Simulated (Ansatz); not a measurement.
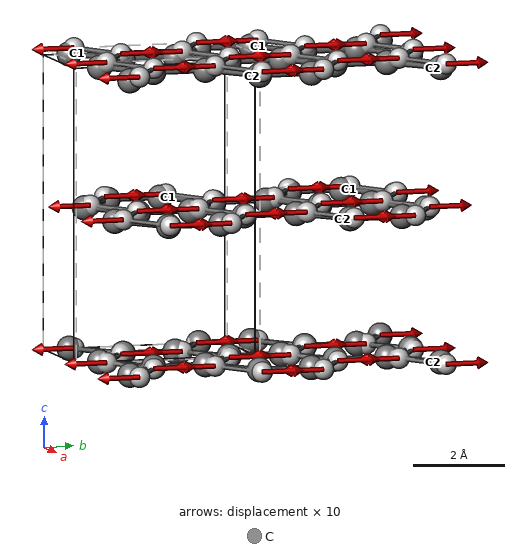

A symmetric starting cell of C, drawn pale, and a changed version of it, drawn solid. The red arrows show how the atoms are displaced (without the part that the change of the cell carries along), magnified 10 times. Besides, the cell is strained by −1.3 % along b, −1.9 % along c, −7.6 % along a (volume −10.6 %). A ball-and-stick model of the conventional cell (4 times the calculation's cell), repeated 2 × 2 × 1 with one cell outlined, seen slightly off an axis. Lengths and directions refer to the drawn axes.

Theory: Ansatz, DFT PBEsol, scalar-relativistic, plane waves, PAW. Settings: plane-wave cutoff 420 eV; k-point mesh 14 × 14 × 14; occupations gaussian; smearing width 0.02 eV; no spin polarisation.

Question: How are the atoms displaced, and what does the calculation give?

Answer: Atoms are displaced by 0.10 Å relative to the cell: C1 0.10 Å along −b. No relaxation follows. The starting cell wasn't computed here and needn't be at equilibrium, so pressure and forces aren't due to the change alone. The pressure is 65.4 GPa (not all of it need come from the change, since the unchanged cell can be under pressure at this level too). The principal stresses (compression positive) are 121.2 GPa along b, 73.8 GPa along a, 1.2 GPa along c. The largest forces, 14 eV/Å, act on C1 and C2; on C1 it points along +b. The forces point straight back along the displacements (cosine −1.00). Some distances before and after: C–C 1.418 → 1.202 to 1.446 Å. The space group stays Fmmm (No. 69).
